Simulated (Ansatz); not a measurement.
# Geometry relaxation, with input and output: ZrSiO4 (part 2 of 2)

ZrSiO4 (12 atoms in the cell); DFT, PBEsol, plane waves, PAW, no spin polarisation (Ansatz 0.2.0); cutoff 420 eV, 6×6×6 k-mesh, Fermi–Dirac smearing of 0.02 eV. The structure derives from an entry of the Crystallography Open Database. The geometry comes from this level: PBE.

Geometry of the input (Å; fractional positions):
```
-3.3388  3.3388  3.0119
3.3388  -3.3388  3.0119
3.3388  3.3388  -3.0119
Zr 0.7500  0.2500  0.5000
Zr 0.0000  0.0000  0.0000
Si 0.2500  0.7500  0.5000
Si 0.5000  0.5000  0.0000
O  0.1359  0.3197  0.8162
O  0.0697  0.7534  0.6838
O  0.5034  0.3197  0.1838
O  0.0697  0.3859  0.3162
O  0.6141  0.9303  0.6838
O  0.6803  0.8641  0.1838
O  0.2466  0.9303  0.3162
O  0.6803  0.4966  0.8162
```

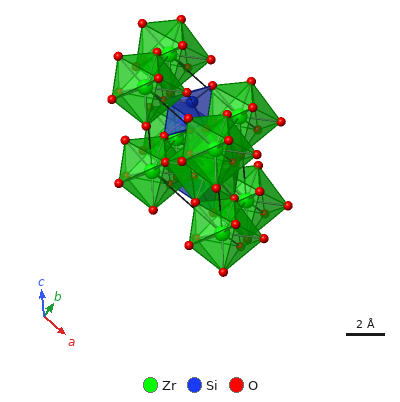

Figure 1. The geometry at step 3 of the log (polyhedral view of the cell of the calculation, seen slightly off an axis; polyhedra are completed across the faces of the cell).

### What the program printed, continued
```
SCF iter   1: F=—  HF=-14005.219629 eV  |F-HF|=—  |Δ(HF+E_count)|=         —  Δρ=2.18e-4  dr2=9.03e-6  ethr=5.08e-7  ⟨swp⟩=3.3  Hψ=10630  notcnv=0
preconditioner: auto → Resta (q_TF=auto, 2.513 Å⁻¹)  ε∞=4.0  [insulator: Δε(μ)=4.706 eV  Ē_g=16.262 eV  σ=0.020 eV  W_gap=1.00  n_scr=42 (ndim 8)  ℏωp=28.3 eV  f_vac=0.003  D(μ)=0.00/eV (n_scr^D=0)  ε∞_Penn≈4.0]
SCF iter   2: F=—  HF=-14005.219655 eV  |F-HF|=—  |Δ(HF+E_count)|=   2.65e-5  Δρ=1.04e-4  dr2=2.43e-6  ethr=1.13e-8  ⟨swp⟩=2.0  Hψ=2460  notcnv=0
SCF iter   3: F=—  HF=-14005.219659 eV  |F-HF|=—  |Δ(HF+E_count)|=   3.85e-6  Δρ=3.84e-5  dr2=2.47e-7  ethr=3.04e-9  ⟨swp⟩=2.7  Hψ=2524  notcnv=0
SCF iter   4: F=—  HF=-14005.219660 eV  |F-HF|=—  |Δ(HF+E_count)|=   4.07e-7  Δρ=1.75e-6  dr2=2.03e-9  ethr=3.09e-10  ⟨swp⟩=2.4  Hψ=2470  notcnv=0
SCF iter   5: F=-14005.219660 eV  HF=-14005.219660 eV  |F-HF|=1.46e-11  |Δ(HF+E_count)|=   1.04e-9  Δρ=2.80e-7  dr2=9.97e-11  ethr=1.00e-12  ⟨swp⟩=3.0  Hψ=6557  notcnv=0
SCF 7 converged in 5 iterations: F = -14005.219660 eV  dr2 = 9.97e-11
relax step   7: F+E_penalty+E_count = -14005.21965960 eV  Δ(F+E_penalty+E_count) = +1.323e-2 eV  max|allowed force component| = 1.060e-3 eV/Å  Δτ_max = 0.0000 Å  P = -0.194 GPa  Ω = 130.930 Å³  stress off target by 2.18e-1 GPa  SCF on the basis re-selected at this cell (its energy is not comparable with the rows above)  (5 SCF iters)
basis re-selected at this cell: Δ(F+E_penalty+E_count) = +1.323e-2 eV, ΔP = -0.191 GPa vs the last step (what re-selecting the basis moved, of the pressure what is left beyond the Pulay correction that the steps carried, after the strain that the cell walked since its last selection, with what the two solves' SCF thresholds leave and, on support functions, any second-order correction that the steps lacked; it is no measure of the basis error at this ecutwfc). This SCF's stress stands 2.18e-1 GPa from its target on what of the cell is left free (relax.cell.stress_tol is 5.00e-2 GPa) and its largest allowed force component is 1.06e-3 eV/Å (relax.f_tol is 5.00e-3 eV/Å): not within both, so this SCF does not close the relaxation
Crystal: 12 atoms, lattice volume = 130.821 Å³
iter 1 solved again at ethr=4.12e-8 eV; its pass at ethr=3.10e-3 eV (dr2=3.30e-5 eV) is discarded
SCF iter   1: F=—  HF=-14005.220211 eV  |F-HF|=—  |Δ(HF+E_count)|=         —  Δρ=1.48e-4  dr2=2.85e-5  ethr=4.12e-8  ⟨swp⟩=3.0  Hψ=5925  notcnv=0
preconditioner: auto → Resta (q_TF=auto, 2.514 Å⁻¹)  ε∞=4.0  [insulator: Δε(μ)=4.710 eV  Ē_g=16.270 eV  σ=0.020 eV  W_gap=1.00  n_scr=42 (ndim 8)  ℏωp=28.3 eV  f_vac=0.003  D(μ)=0.00/eV (n_scr^D=0)  ε∞_Penn≈4.0]
SCF iter   2: F=—  HF=-14005.220223 eV  |F-HF|=—  |Δ(HF+E_count)|=   1.27e-5  Δρ=5.06e-5  dr2=4.76e-6  ethr=3.56e-8  ⟨swp⟩=2.0  Hψ=2280  notcnv=0
SCF iter   3: F=—  HF=-14005.220222 eV  |F-HF|=—  |Δ(HF+E_count)|=   1.15e-6  Δρ=2.39e-5  dr2=1.02e-6  ethr=5.96e-9  ⟨swp⟩=2.0  Hψ=2611  notcnv=0
SCF iter   4: F=-14005.220222 eV  HF=-14005.220222 eV  |F-HF|=2.05e-8  |Δ(HF+E_count)|=   1.61e-7  Δρ=7.33e-6  dr2=8.32e-8  ethr=1.48e-10  ⟨swp⟩=3.0  Hψ=6047  notcnv=0
SCF 8 converged in 4 iterations: F = -14005.220222 eV  dr2 = 8.32e-8
relax step   8: F+E_penalty+E_count = -14005.22022210 eV  Δ(F+E_penalty+E_count) = -5.625e-4 eV  max|allowed force component| = 1.032e-4 eV/Å  Δτ_max = 0.0002 Å  P = -0.003 GPa  Ω = 130.821 Å³  energy of the carried Pulay correction = +4.961e-4 eV  (4 SCF iters, dr2 threshold 1.19e-7 eV, accepted)
iter 1 solved again at ethr=5.17e-7 eV; its pass at ethr=3.10e-3 eV (dr2=4.13e-4 eV) is discarded
SCF iter   1: F=—  HF=-14005.219812 eV  |F-HF|=—  |Δ(HF+E_count)|=         —  Δρ=1.10e-5  dr2=9.47e-8  ethr=5.17e-7  ⟨swp⟩=3.3  Hψ=10582  notcnv=0
eigensolver tolerance schedule: the retry pair's looser diagonalisation over-reported the residual by 4362.36 of it (diagonalisation noise at 2.66 of the residual, at the tolerance the schedule requests for it); recorded, not acted on — ethr = c·dr2/N_el stays at c = 1.0e-1
preconditioner: auto → Resta (q_TF=auto, 2.514 Å⁻¹)  ε∞=4.0  [insulator: Δε(μ)=4.711 eV  Ē_g=16.270 eV  σ=0.020 eV  W_gap=1.00  n_scr=42 (ndim 8)  ℏωp=28.3 eV  f_vac=0.003  D(μ)=0.00/eV (n_scr^D=0)  ε∞_Penn≈4.0]
SCF iter   2: F=—  HF=-14005.219833 eV  |F-HF|=—  |Δ(HF+E_count)|=   2.17e-5  Δρ=5.69e-6  dr2=4.51e-8  ethr=1.18e-10  ⟨swp⟩=3.0  Hψ=2975  notcnv=0
SCF iter   3: F=—  HF=-14005.219833 eV  |F-HF|=—  |Δ(HF+E_count)|=   1.65e-8  Δρ=3.23e-6  dr2=1.33e-8  ethr=5.64e-11  ⟨swp⟩=2.0  Hψ=2264  notcnv=0
SCF iter   4: F=—  HF=-14005.219833 eV  |F-HF|=—  |Δ(HF+E_count)|=  4.44e-10  Δρ=1.03e-6  dr2=1.31e-9  ethr=1.66e-11  ⟨swp⟩=2.3  Hψ=2394  notcnv=0
SCF iter   5: F=—  HF=-14005.219833 eV  |F-HF|=—  |Δ(HF+E_count)|=  5.46e-12  Δρ=5.15e-7  dr2=2.53e-10  ethr=1.63e-12  ⟨swp⟩=2.0  Hψ=2253  notcnv=0
SCF iter   6: F=-14005.219833 eV  HF=-14005.219833 eV  |F-HF|=0.00e0  |Δ(HF+E_count)|=  4.55e-11  Δρ=1.19e-7  dr2=1.13e-11  ethr=1.00e-12  ⟨swp⟩=4.0  Hψ=4896  notcnv=0
SCF 9 converged in 6 iterations: F = -14005.219833 eV  dr2 = 1.13e-11
relax step   9: F+E_penalty+E_count = -14005.21983341 eV  Δ(F+E_penalty+E_count) = +3.887e-4 eV  max|allowed force component| = 1.175e-4 eV/Å  Δτ_max = 0.0000 Å  P = -0.006 GPa  Ω = 130.821 Å³  stress off target by 7.31e-3 GPa  SCF on the basis re-selected at this cell (its energy is not comparable with the rows above)  (6 SCF iters)
basis re-selected at this cell: Δ(F+E_penalty+E_count) = +3.887e-4 eV, ΔP = -0.003 GPa vs the last step (what re-selecting the basis moved, of the pressure what is left beyond the Pulay correction that the steps carried, after the strain that the cell walked since its last selection, with what the two solves' SCF thresholds leave and, on support functions, any second-order correction that the steps lacked; it is no measure of the basis error at this ecutwfc). This SCF's stress stands 7.31e-3 GPa from its target on what of the cell is left free (relax.cell.stress_tol is 5.00e-2 GPa) and its largest allowed force component is 1.18e-4 eV/Å (relax.f_tol is 5.00e-3 eV/Å): within both
SCF converged after 6 iterations
Free energy (F): -14005.219833 eV
Harris-Foulkes:  -14005.219833 eV  (|F-HF|=0.00e0)
Internal energy: -14005.219833 eV  (E = F + TS)
E sigma→0 (E₀):  -14005.219833 eV
Fermi energy:    10.280903 eV
--- Per-component energies (eV) ---
  E_band       = -272.771568
  E_kinetic    = 2173.481893
  E_local      = -4302.767763  (includes V_loc(G=0)·N_el)
  E_nonlocal   = 589.341845
  E_hartree    = 1477.276499
  E_xc         = -1021.213962
  E_vxc        = -1232.943208  (∫ρ·V_xc dr)
  E_paw        = -8017.986996  (= ΣΔE_a)
  E_vpaw       = -454.457263  (= ΣTr[D̂ρ^β])
  E_aug_tail   = 0.019954  (compensation charges beyond the density's cutoff)
  E_ewald      = -4904.048169
  E_core_change = 0.676865  (= ΣΔE_core)
  E_smearing   = -0.000000  (= −TS)
  E_closure    = -0.000000  (closes the sum)
  Σ components = -14005.219833   (vs F -14005.219833, Δ=0.00e0)
--- Forces (eV/Å), atoms counted from 1 ---
  atom   1  Zr     0.00000000     0.00000000    -0.00000000
  atom   2  Zr     0.00000000     0.00000000     0.00000000
  atom   3  Si    -0.00000000    -0.00000000    -0.00000000
  atom   4  Si     0.00000000    -0.00000000     0.00000000
  atom   5  O     -0.00000000     0.00003901    -0.00011753
  atom   6  O     -0.00003901    -0.00000000    -0.00011753
  atom   7  O     -0.00000000    -0.00003901    -0.00011753
  atom   8  O      0.00003901     0.00000000    -0.00011753
  atom   9  O      0.00000000    -0.00003901     0.00011753
  atom  10  O     -0.00003901    -0.00000000     0.00011753
  atom  11  O      0.00000000     0.00003901     0.00011753
  atom  12  O      0.00003901    -0.00000000     0.00011753
  max |Σ_I F_I| component: 4.12e-18 eV/Å
--- Stress (GPa, compression-positive) ---
       -0.005605       0.000000       0.000000
        0.000000      -0.005605      -0.000000
        0.000000      -0.000000      -0.007315
  P = ⅓ Tr σ = -0.0062 GPa (-0.062 kbar)
--- Relaxed structure (7 steps of the walk, 7 accepted, 2 SCFs on fresh bases) ---
  F+E_penalty+E_count = -14005.21983341 eV   max|allowed force component| = 1.175e-4 eV/Å   (the final SCF, on the basis selected at the relaxed cell)
  cell:  # Å, volume = 130.8205 Å³
    - [-3.3082031427511867, 3.3082031427511867, 2.988350360503932]
    - [3.3082031427511867, -3.3082031427511867, 2.988350360503932]
    - [3.3082031427511867, 3.3082031427511867, -2.988350360503932]
  atoms:
    - { symbol: Zr, position: [0.75, 0.24999999999999997, 0.49999999999999994] }
    - { symbol: Zr, position: [8.482476613315196e-20, 7.34930185801234e-20, 9.640441948098547e-21] }
    - { symbol: Si, position: [0.24999999999999997, 0.75, 0.49999999999999994] }
    - { symbol: Si, position: [0.5, 0.5, 9.640441948098764e-21] }
    - { symbol: O, position: [0.1346132672500508, 0.3189713578318719, 0.8156419094181788] }
    - { symbol: O, position: [0.06897135783187197, 0.7533294484136932, 0.6843580905818212] }
    - { symbol: O, position: [0.5033294484136932, 0.31897135783187197, 0.1843580905818212] }
    - { symbol: O, position: [0.06897135783187197, 0.3846132672500507, 0.3156419094181787] }
    - { symbol: O, position: [0.6153867327499492, 0.931028642168128, 0.6843580905818212] }
    - { symbol: O, position: [0.681028642168128, 0.8653867327499492, 0.18435809058182118] }
    - { symbol: O, position: [0.24667055158630677, 0.931028642168128, 0.3156419094181787] }
    - { symbol: O, position: [0.681028642168128, 0.4966705515863067, 0.8156419094181787] }
```

### Trajectory as extended XYZ (Å, eV, eV/Å), 8 of the 9 frames kept, from step=1 to step=9
```
12
Lattice="-3.3388 3.3388 3.0119 3.3388 -3.3388 3.0119 3.3388 3.3388 -3.0119" Properties=species:S:1:pos:R:3:forces:R:3 step=1 energy=-14005.15696 pressure_GPa=-5.50
Zr    0.0000    3.3388    1.5059    0.0000   0.0000   0.0000
Zr    0.0000    0.0000    0.0000    0.0000   0.0000   0.0000
Si    3.3388    0.0000    1.5059    0.0000   0.0000   0.0000
Si    0.0000    0.0000    3.0119    0.0000   0.0000   0.0000
O     3.3388    2.1117   -1.0863    0.0000  -0.0158  -0.0965
O     4.5659    0.0000    0.4197    0.0158   0.0000  -0.0965
O     0.0000    1.2271    1.9256    0.0000   0.0158  -0.0965
O     2.1117    0.0000    0.4197   -0.0158   0.0000  -0.0965
O     3.3388    1.2271    2.5922    0.0000   0.0158   0.0965
O     1.2271    0.0000    4.0981    0.0158   0.0000   0.0965
O     3.3388   -1.2271    2.5922    0.0000  -0.0158   0.0965
O     2.1117    3.3388    1.0863   -0.0158   0.0000   0.0965
12
Lattice="-3.3087 3.3087 2.9784 3.3087 -3.3087 2.9784 3.3087 3.3087 -2.9784" Properties=species:S:1:pos:R:3:forces:R:3 step=2 energy=-14005.22456 pressure_GPa=0.59
Zr    0.0000    3.3087    1.4892    0.0000   0.0000   0.0000
Zr    0.0000    0.0000    0.0000    0.0000   0.0000   0.0000
Si    3.3087    0.0000    1.4892    0.0000   0.0000   0.0000
Si    0.0000    0.0000    2.9784    0.0000   0.0000   0.0000
O     3.3087    2.0850   -1.0845    0.0000   0.2377   0.2135
O     4.5323    0.0000    0.4047   -0.2377   0.0000   0.2135
O     0.0000    1.2236    1.8939    0.0000  -0.2377   0.2135
O     2.0850    0.0000    0.4047    0.2377   0.0000   0.2135
O     3.3087    1.2236    2.5737    0.0000  -0.2377  -0.2135
O     1.2236    0.0000    4.0629   -0.2377   0.0000  -0.2135
O     3.3087   -1.2236    2.5737    0.0000   0.2377  -0.2135
O     2.0850    3.3087    1.0845    0.2377   0.0000  -0.2135
12
Lattice="-3.3103 3.3103 2.9898 3.3103 -3.3103 2.9898 3.3103 3.3103 -2.9898" Properties=species:S:1:pos:R:3:forces:R:3 step=3 energy=-14005.23206 pressure_GPa=-0.26
Zr    0.0000    3.3103    1.4949    0.0000   0.0000   0.0000
Zr    0.0000    0.0000    0.0000    0.0000   0.0000   0.0000
Si    3.3103    0.0000    1.4949    0.0000   0.0000   0.0000
Si    0.0000    0.0000    2.9898    0.0000   0.0000   0.0000
O     3.3103    2.0901   -1.0838    0.0000   0.0290   0.0342
O     4.5306    0.0000    0.4111   -0.0290   0.0000   0.0342
O     0.0000    1.2203    1.9060    0.0000  -0.0290   0.0342
O     2.0901    0.0000    0.4111    0.0290   0.0000   0.0342
O     3.3103    1.2203    2.5787    0.0000  -0.0290  -0.0342
O     1.2203    0.0000    4.0736   -0.0290   0.0000  -0.0342
O     3.3103   -1.2203    2.5787    0.0000   0.0290  -0.0342
O     2.0901    3.3103    1.0838    0.0290   0.0000  -0.0342
12
Lattice="-3.3092 3.3092 2.9895 3.3092 -3.3092 2.9895 3.3092 3.3092 -2.9895" Properties=species:S:1:pos:R:3:forces:R:3 step=4 energy=-14005.23275 pressure_GPa=-0.04
Zr    0.0000    3.3092    1.4948    0.0000   0.0000   0.0000
Zr    0.0000    0.0000    0.0000    0.0000   0.0000   0.0000
Si    3.3092    0.0000    1.4948    0.0000   0.0000   0.0000
Si    0.0000    0.0000    2.9895    0.0000   0.0000   0.0000
O     3.3092    2.0897   -1.0831    0.0000  -0.0017   0.0088
O     4.5288    0.0000    0.4117    0.0017   0.0000   0.0088
O     0.0000    1.2196    1.9065    0.0000   0.0017   0.0088
O     2.0897    0.0000    0.4117   -0.0017   0.0000   0.0088
O     3.3092    1.2196    2.5778    0.0000   0.0017  -0.0088
O     1.2196    0.0000    4.0726    0.0017   0.0000  -0.0088
O     3.3092   -1.2196    2.5778    0.0000  -0.0017  -0.0088
O     2.0897    3.3092    1.0831   -0.0017   0.0000  -0.0088
12
Lattice="-3.3091 3.3091 2.9891 3.3091 -3.3091 2.9891 3.3091 3.3091 -2.9891" Properties=species:S:1:pos:R:3:forces:R:3 step=6 energy=-14005.23289 pressure_GPa=-0.00
Zr    0.0000    3.3091    1.4946    0.0000   0.0000   0.0000
Zr    0.0000    0.0000    0.0000    0.0000   0.0000   0.0000
Si    3.3091    0.0000    1.4946    0.0000   0.0000   0.0000
Si    0.0000    0.0000    2.9891    0.0000   0.0000   0.0000
O     3.3091    2.0892   -1.0823    0.0000   0.0002   0.0002
O     4.5291    0.0000    0.4123   -0.0002   0.0000   0.0002
O     0.0000    1.2200    1.9069    0.0000  -0.0002   0.0002
O     2.0892    0.0000    0.4123    0.0002   0.0000   0.0002
O     3.3091    1.2200    2.5768    0.0000  -0.0002  -0.0002
O     1.2200    0.0000    4.0714   -0.0002   0.0000  -0.0002
O     3.3091   -1.2200    2.5768    0.0000   0.0002  -0.0002
O     2.0892    3.3091    1.0823    0.0002   0.0000  -0.0002
12
Lattice="-3.3091 3.3091 2.9891 3.3091 -3.3091 2.9891 3.3091 3.3091 -2.9891" Properties=species:S:1:pos:R:3:forces:R:3 step=7 energy=-14005.21966 pressure_GPa=-0.19
Zr    0.0000    3.3091    1.4946    0.0000   0.0000   0.0000
Zr    0.0000    0.0000    0.0000    0.0000   0.0000   0.0000
Si    3.3091    0.0000    1.4946    0.0000   0.0000   0.0000
Si    0.0000    0.0000    2.9891    0.0000   0.0000   0.0000
O     3.3091    2.0892   -1.0823    0.0000   0.0011  -0.0001
O     4.5291    0.0000    0.4123   -0.0011   0.0000  -0.0001
O     0.0000    1.2200    1.9069    0.0000  -0.0011  -0.0001
O     2.0892    0.0000    0.4123    0.0011   0.0000  -0.0001
O     3.3091    1.2200    2.5768    0.0000  -0.0011   0.0001
O     1.2200    0.0000    4.0714   -0.0011   0.0000   0.0001
O     3.3091   -1.2200    2.5768    0.0000   0.0011   0.0001
O     2.0892    3.3091    1.0823    0.0011   0.0000   0.0001
12
Lattice="-3.3082 3.3082 2.9884 3.3082 -3.3082 2.9884 3.3082 3.3082 -2.9884" Properties=species:S:1:pos:R:3:forces:R:3 step=8 energy=-14005.22022 pressure_GPa=-0.00
Zr    0.0000    3.3082    1.4942    0.0000   0.0000   0.0000
Zr    0.0000    0.0000    0.0000    0.0000   0.0000   0.0000
Si    3.3082    0.0000    1.4942    0.0000   0.0000   0.0000
Si    0.0000    0.0000    2.9884    0.0000   0.0000   0.0000
O     3.3082    2.0884   -1.0820    0.0000   0.0001  -0.0001
O     4.5280    0.0000    0.4122   -0.0001   0.0000  -0.0001
O     0.0000    1.2198    1.9064    0.0000  -0.0001  -0.0001
O     2.0884    0.0000    0.4122    0.0001   0.0000  -0.0001
O     3.3082    1.2198    2.5761    0.0000  -0.0001   0.0001
O     1.2198    0.0000    4.0703   -0.0001   0.0000   0.0001
O     3.3082   -1.2198    2.5761    0.0000   0.0001   0.0001
O     2.0884    3.3082    1.0820    0.0001   0.0000   0.0001
12
Lattice="-3.3082 3.3082 2.9884 3.3082 -3.3082 2.9884 3.3082 3.3082 -2.9884" Properties=species:S:1:pos:R:3:forces:R:3 step=9 energy=-14005.21983 pressure_GPa=-0.01
Zr    0.0000    3.3082    1.4942    0.0000   0.0000   0.0000
Zr    0.0000    0.0000    0.0000    0.0000   0.0000   0.0000
Si    3.3082    0.0000    1.4942    0.0000   0.0000   0.0000
Si    0.0000    0.0000    2.9884    0.0000   0.0000   0.0000
O     3.3082    2.0884   -1.0820    0.0000   0.0000  -0.0001
O     4.5280    0.0000    0.4122    0.0000   0.0000  -0.0001
O     0.0000    1.2198    1.9064    0.0000   0.0000  -0.0001
O     2.0884    0.0000    0.4122    0.0000   0.0000  -0.0001
O     3.3082    1.2198    2.5761    0.0000   0.0000   0.0001
O     1.2198    0.0000    4.0703    0.0000   0.0000   0.0001
O     3.3082   -1.2198    2.5761    0.0000   0.0000   0.0001
O     2.0884    3.3082    1.0820    0.0000   0.0000   0.0001
```

### Results in brief

```tsv
quantity	value
outcome	converged
space group (tolerance 0.01 Å)	I4₁/amd (141)
electrons treated	80
free energy	−14005.2198 eV
Fermi energy	10.281 eV
pressure	−0.01 GPa
final volume	130.82 Å³
largest force (length of the vector) at the end	under 0.001 eV/Å
final cell	a = 5.551 Å, b = 5.551 Å, c = 5.551 Å, α = 106.84°, β = 106.84°, γ = 114.86°
hardware	4 threads of Arm Neoverse V1, 24 GiB of memory available, shared host
wall time	25 s (CPU time 95 s)
peak memory	0.61 GiB
```
